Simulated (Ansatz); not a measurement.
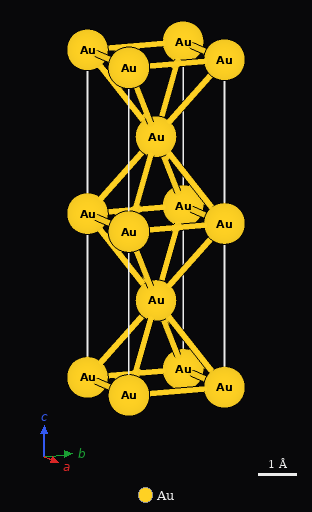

Starting structure of solid Au (set up in Fmmm). Style: ball-and-stick. Shown: the reduced cell, slightly off an axis. Lengths and directions refer to the drawn axes.

Case: film's bulk on the substrate's plane, third vector and atoms relaxed.

Computed with Ansatz, DFT r2SCAN, scalar-relativistic, plane waves, PAW.

Input file:
```yaml
crystal:
  lattice:
    - [4.0426983285, 0.0, 0.0]
    - [0.0, 8.9953173897, 0.0]
    - [-2.0213491643, 0.0, 1.98136421]
  atoms:
    - { symbol: Au, position: [0.0, 0.5, 0.0] }
    - { symbol: Au, position: [0.5, 0.75, 0.0] }
    - { symbol: Au, position: [0.0, 0.0, 0.0] }
    - { symbol: Au, position: [0.5, 0.25, 0.0] }
basis:
  ecutwfc: 500
kpoints:
  mp_grid: { grid: [9, 4, 17] }
hamiltonian:
  xc: r2scan
scf:
  occupations: { method: gaussian, width: 0.1 }
output:
  forces: true
  stress: true
  eigenvalues: true
relax:
  adjacent_minimum: "off"
  f_tol: 0.01
  max_steps: 50
  cell: { fix: [a, b, gamma], stress_tol: 0.1 }
```

Command:
```bash
ansatz run input.yaml --threads 8 --pin off --max-ram 20480MiB --backend cpu --events-out ev --progress --plain --runs-dir out
```

**What does the optimiser find from here?**

Over 3 accepted moves (4 points after the start) the energy falls by 1.9 meV per atom. All forces vanish by symmetry, so only the cell relaxes. Pressure: −3.07 GPa at the start and −1.07 GPa at the end. The SCF was repeated once at an unchanged geometry on a basis and grid sized afresh for the cell, which shifted the energy by 0.1 meV per atom at most. The atoms keep their places relative to the cell (all moves are under 0.005 Å). The volume changes by −1.4 %, with a 2.830 → 2.820 Å (−0.4 %), b 2.830 → 2.803 Å (−1.0 %), c unchanged at 8.995 Å, γ 91.1° → 91.9°. Some distances before and after: Au1–Au1 2.830 → 2.803 Å, Au1–Au2 2.997 → 2.980 Å. Within 0.06 Å the space group is Fmmm at the start and Fmmm at the end; at a tighter tolerance small leftover displacements or strains of the cell lower it. Cost: 62 s on 8 threads of Arm Neoverse V1, on a shared host, peak memory 1.1 GiB.

The end point in the same view:

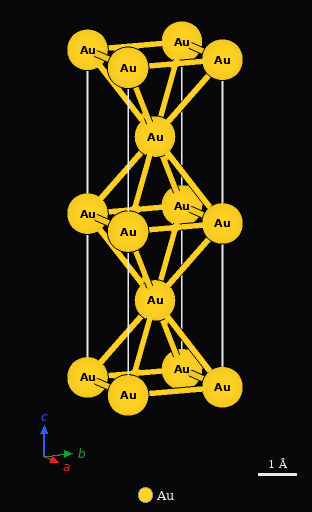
